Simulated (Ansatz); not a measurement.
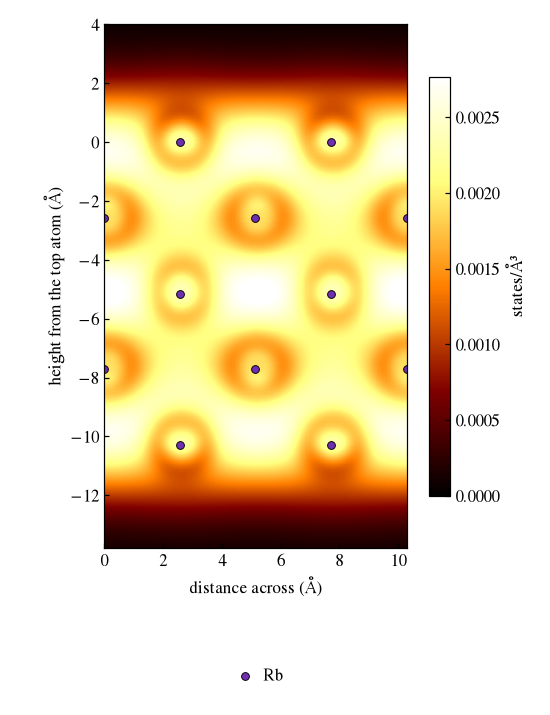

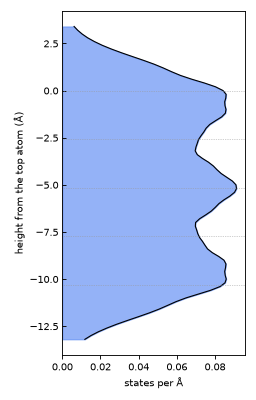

Density of all states between −0.25 and 0.00 eV (zero: the Fermi level) of Rb(110) (Fm-3m bulk, the cell from a database of computed structures, not from a measurement, 5 atomic planes (those closer than 0.6 Å count as one), 10 Å): side view, averaged along the second cell vector, and the full density summed over planes, the part near the nuclei included (dotted lines mark the atomic planes).

The first picture shows the smooth PAW orbitals' density alone; the shares below count all of it.

These are results of DFT PBE, scalar-relativistic, plane waves, PAW (Ansatz 0.2.0), not measurements. Cutoff 420 eV, 17 × 12 k-points, Gaussian smearing 0.1 eV, dipole correction. The slab is a cut without reconstruction beyond its cell, at the source's lattice constants, with its lower half held fixed and the rest relaxed. This isn't the element's usual bcc form. No spin polarisation. The run warns that the functional's potential is rough in the thin density of the vacuum, where the tip is; weak contrasts and barriers may feel it.

> How is this energy window spread over the atomic planes?

The window holds 1.1 states per cell. Shares by plane (space cut midway between planes), top to bottom: Rb 22 %, Rb 17 %, Rb 21 %, Rb 17 %, Rb 22 %; the outer planes' shares include the vacuum, and density in a gap between layers is shared out between the planes on either side. The states spread through the slab.
